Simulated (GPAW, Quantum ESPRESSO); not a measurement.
Two runs for the N K edge of atom 1 in BN (P6_3/mmc). Run A: Quantum ESPRESSO XSpectra, LDA, full core hole (charged cell), 16-atom cell with 5.0 Å between holes, 5×5×4 k points, dipole transitions, Lorentzian half width 0.4 eV. Run B differs in one choice.

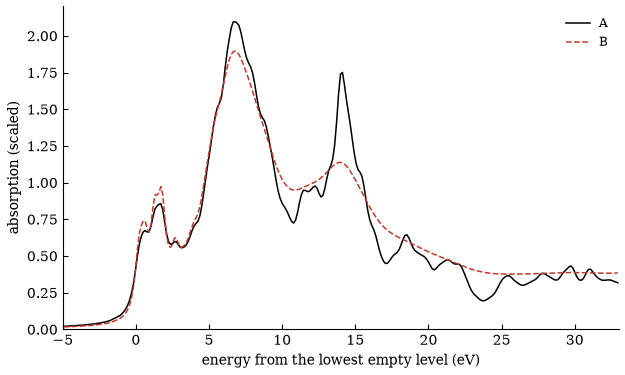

Energy from the lowest empty level; intensity scaled to a mean of 1 over the first 20 eV.

The database entry behind the starting cell differs from later determinations by our own check (about 0.3 % short, minor phase), so it need not match the best structure at ambient conditions.

**Question.** What was changed?
a) the k mesh of the spectrum
b) the plane-wave cutoff
c) the volume of the cell
d) the broadening

(d): run B changes the broadening from Lorentzian half width 0.4 eV to Lorentzian half width 0.3 eV up to 4 eV, rising linearly to 2.5 eV at 25 eV. The scaled spectrum changes by 14 % r.m.s. The highest intensity below 16 eV goes from 6.8 eV (2.10) to 6.8 eV (1.90). Other settings could leave a like mark; this is the one that was changed.

[Hosts, paths, dates, database ids (printed as entryN), source tags and the programs' standing remarks are cut or masked in the printed files.]

[Lists of maxima count a maximum above −3 eV only where it reaches 4 % of the highest in the window and stands out from its surroundings by 2 % of it (1.5 % where it reaches 55 %); shoulders and weaker maxima are passed over, and of the rest the first, up to two pre-edge ones and the few strongest are named.]
